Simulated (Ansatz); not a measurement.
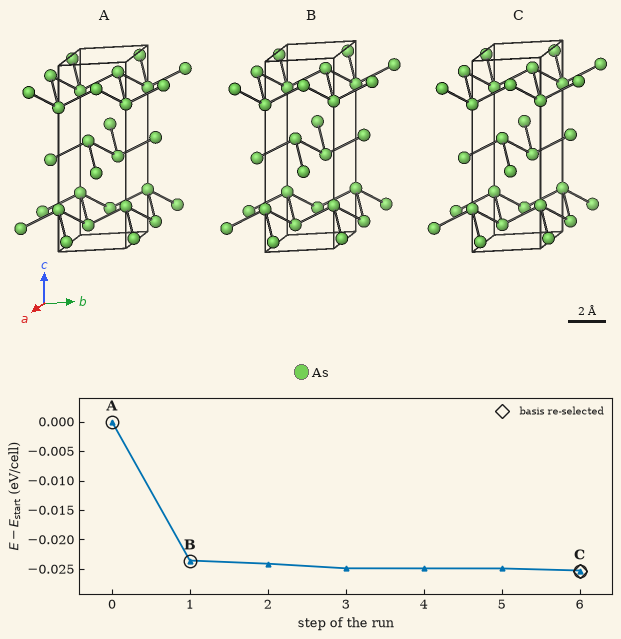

Frames of a relaxation of a crystal of As (set up in R-3m), marked on the history of the run. The picture is a ball-and-stick view of the conventional cell (3 times the calculation's cell), seen slightly off an axis. Lengths and directions refer to the drawn axes.

The run lets cell and atoms move.

Theory: Kohn-Sham DFT of a periodic cell, PBE, Ansatz PAW in Ansatz.

Input
```yaml
crystal:
  lattice:
    - [1.8807968987, 1.0858785957, 3.5140619945]
    - [-1.8807968987, 1.0858785957, 3.5140619945]
    - [0.0, -2.1717571915, 3.5140619945]
  atoms:
    - { symbol: As, position: [0.226, 0.226, 0.226] }
    - { symbol: As, position: [0.774, 0.774, 0.774] }
hamiltonian:
  xc: pbe
  pseudopotentials: { kind: paw }
kpoints:
  mp_grid: { grid: [9, 9, 9] }
scf:
  occupations: { method: fermi_dirac, width: 0.05 }
output:
  forces: true
  stress: true
  eigenvalues: true
relax:
  f_tol: 0.01
  max_steps: 40
  cell: { stress_tol: 0.05 }
```

Run as
```bash
ansatz run input.yaml --threads 2 --pin off --max-ram 5632MiB --backend cpu --events-out ev --progress --plain --runs-dir out
```

Q: What happens along the run?

A: No atom moves by more than 0.005 Å relative to the cell. Cell: a = b 3.762 → 3.808 Å (+1.2 %), c 10.542 → 10.814 Å (+2.6 %). Volume +5.1 %. Near-neighbour distances that change, for instance: As–As 2.506 → 2.549 Å. The space group stays R-3m (No. 166). The energy falls by 25.3 meV per cell of the calculation in 5 accepted moves (6 points after the start). The largest force component goes from 0.43 to 0.00083 eV/Å. The pressure goes from 3.71 to 0.01 GPa. At 1 point the geometry stayed and the basis and grid were re-selected for the new cell (energy shift of 0.3 meV per cell of the calculation at most each time). From step 0 to 1: volume +6.0 %, energy −23.6 meV per cell of the calculation. From step 1 to 6: volume −0.8 %, energy −1.7 meV per cell of the calculation.

```
step  E − E(0), meV/atom  largest force component, eV/Å  pressure, GPa  volume, Å³/atom                      note
   0                0.00                         0.4286           3.71           21.530                          
   1              -11.79                         0.0071          -0.66           22.822                          
   2              -12.05                         0.1055          -0.01           22.494                          
   3              -12.45                         0.0039          -0.01           22.585                          
   4              -12.45                         0.0005           0.01           22.596                          
   5              -12.46                         0.0010           0.01           22.628                          
   6              -12.63                         0.0008           0.01           22.628  same geometry, new basis
```
